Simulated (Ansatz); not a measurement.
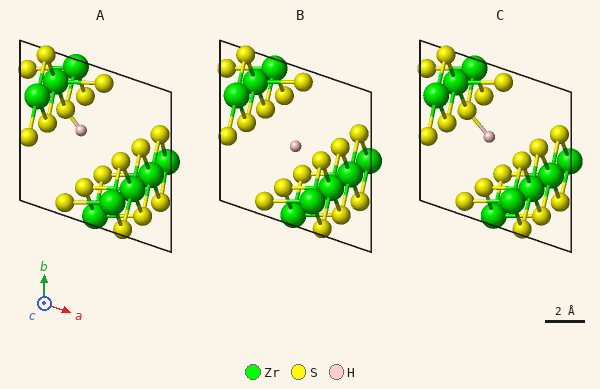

3 geometries from one relaxation of a defect cell of composition Zr8HS16, in shuffled order. The picture is a ball-and-stick view of the cell of the calculation (origin shifted), seen along the c axis.

Case: H interstitial, charge +0, atoms relaxed. The atoms of the start lie slightly off their symmetric places, so part of the fall in energy undoes that.

Method: DFT PBE, scalar-relativistic, plane waves, PAW (Ansatz 0.2.0). (plane-wave cutoff 420 eV; k-point mesh 2 × 2 × 2; occupations gaussian; smearing width 0.02 eV; mesh shifted by (0.5, 0.5, 0.5); collinear spin; atoms relaxed in a fixed cell; force threshold 0.02 eV/Å; at most 60 steps)

### Put them in the order of the run, from the start to the converged end.

B, C, A. They are steps 0, 3, 12, at +1.601 eV per cell of the calculation, +1.006 eV per cell of the calculation relative to the last. Over 10 accepted moves (12 points after the start) the energy falls by 1.601 eV per cell of the calculation. Largest force component: 0.29 eV/Å at the start, 0.0059 eV/Å at the end. The line search rejected the trial step at point 5 of the run. 1 step only repeated the SCF at the same geometry. The H atom moves most: 1.11 Å roughly along [−1 1 0]. Largest moves by element: H 1.11 Å, Zr 0.14 Å, S 0.10 Å. The lattice vectors keep their values. Near-neighbour distances that change, for instance: H–S 2.481 → 1.358 Å, S–Zr 2.574 → 2.705 Å, S–Zr 2.574 → 2.491 Å, S–Zr 2.574 → 2.622 Å. New bonds form, among them: H–S (2.48 → 1.36 Å). Bond angles that change, for instance: Zr–S–Zr 91.4° → 99.1°, S–Zr–S 180.0° → 172.6°, S–Zr–S 88.6° → 83.9°. The run took 2.1 min on 4 threads of AMD EPYC 9R45 96-Core Processor (Zen 5) (shared host), peak memory 2 GiB.
